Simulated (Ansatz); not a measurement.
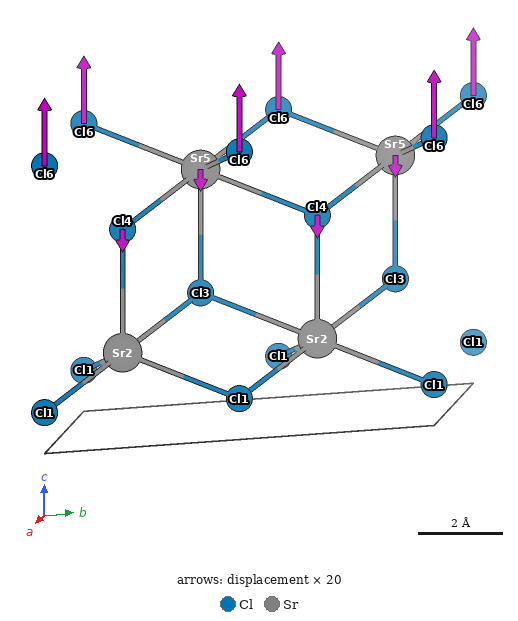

This is a constrained relaxation of a slab of composition SrCl2 (cut from the Fm-3m phase). The starting structure is drawn; purple arrows show the displacements, magnified 20 times.

Style: ball-and-stick. Shown: the 1 × 2 repeat of the cell, outlined in the plane, without the vacuum, slightly off an axis.

Case: clean slab, lower half held. The slab is the (1 1 1) face of SrCl2. 3 atoms are held fixed.

Method: DFT PBE+D3(BJ), scalar-relativistic, plane waves, PAW in Ansatz. Set-up: plane-wave cutoff 420 eV; k-point mesh 6 × 6 × 1; occupations gaussian; smearing width 0.05 eV; no spin polarisation; dipole correction; atoms relaxed in a fixed cell; force threshold 0.03 eV/Å; at most 70 steps.

**Atoms of which element are displaced furthest, and by how much?**

Chlorine: up to 0.084 Å, against 0.028 Å for strontium.

**What happened in the run?**

The atom that moves furthest is Cl6 (0.084 Å along the normal (+c)). By element the largest moves are Cl 0.084 Å, Sr 0.028 Å. The cell stays as it was. Among the contacts that change: Sr5–Cl6 3.013 → 3.051 Å, Cl3–Sr5 3.013 → 2.985 Å. Among the angles between lasting bonds that change: Sr5–Cl6–Sr5 109.5° → 107.4°. Over 2 accepted moves (3 points after the start) the energy falls by 14.3 meV per cell of the calculation. Largest force component: 0.24 eV/Å at the start, 0.0083 eV/Å at the end. 1 step only repeated the SCF at the same geometry. The run took of the order of 40 core-seconds on a shared host.
